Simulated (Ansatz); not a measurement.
Cell and atoms:

```cif
data_structure
_symmetry_space_group_name_H-M 'P 1'
_symmetry_Int_Tables_number 1
_cell_length_a 3.4382
_cell_length_b 3.4382
_cell_length_c 18.3066
_cell_angle_alpha 90.000
_cell_angle_beta 90.000
_cell_angle_gamma 120.000
_cell_volume 187.41
loop_
_atom_site_label
_atom_site_type_symbol
_atom_site_fract_x
_atom_site_fract_y
_atom_site_fract_z
_atom_site_occupancy
W1 W 0.33333 0.66667 0.50000 1
S1 S 0.66667 0.33333 0.40800 1
S2 S 0.66667 0.33333 0.59200 1
```

What does this file describe?

The stoichiometry is WS$_{2}$. It has 3 atoms to the cell (1 W, 2 S). The coordination shell of W holds six S in a trigonal prismatic arrangement at 2.60 Å. S sits among three W in a trigonal pyramidal arrangement at 2.60 Å. Not all metal-metal contacts are counted. The bonds build WS2 layers parallel to (001).

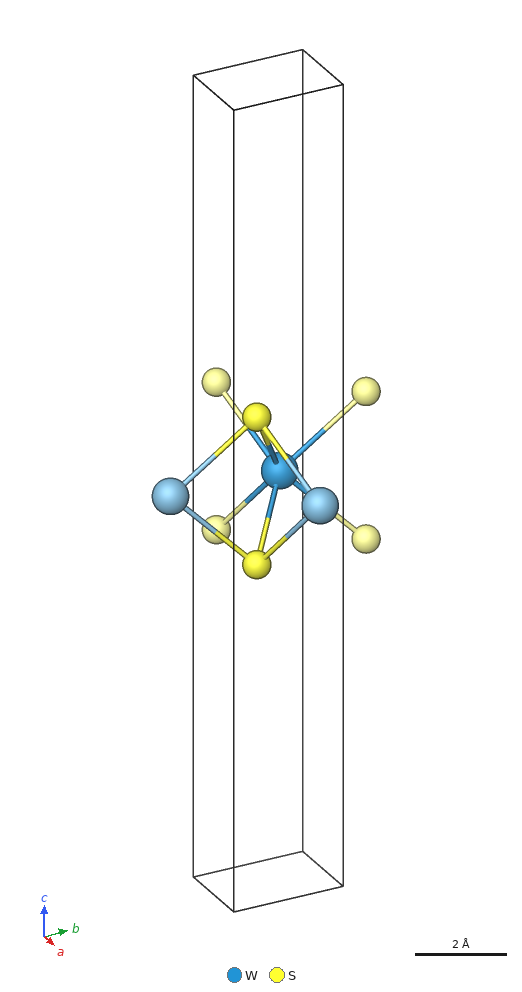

The image is a ball-and-stick drawing of a crystal, viewed slightly off an axis. The simulation cell is drawn as a box. Bonded neighbours in the next cells are drawn too, in fainter colours.

Its origin is a structure listed in the Materials Project. The cell was then strained or its atoms displaced on purpose. A calculation with Ansatz used it as input.

At this level of theory the run's own cell isn't at rest (stretched, at -9 GPa and forces up to 3.0 eV/Å), so its distances can differ from those at equilibrium, the more so the softer the solid.
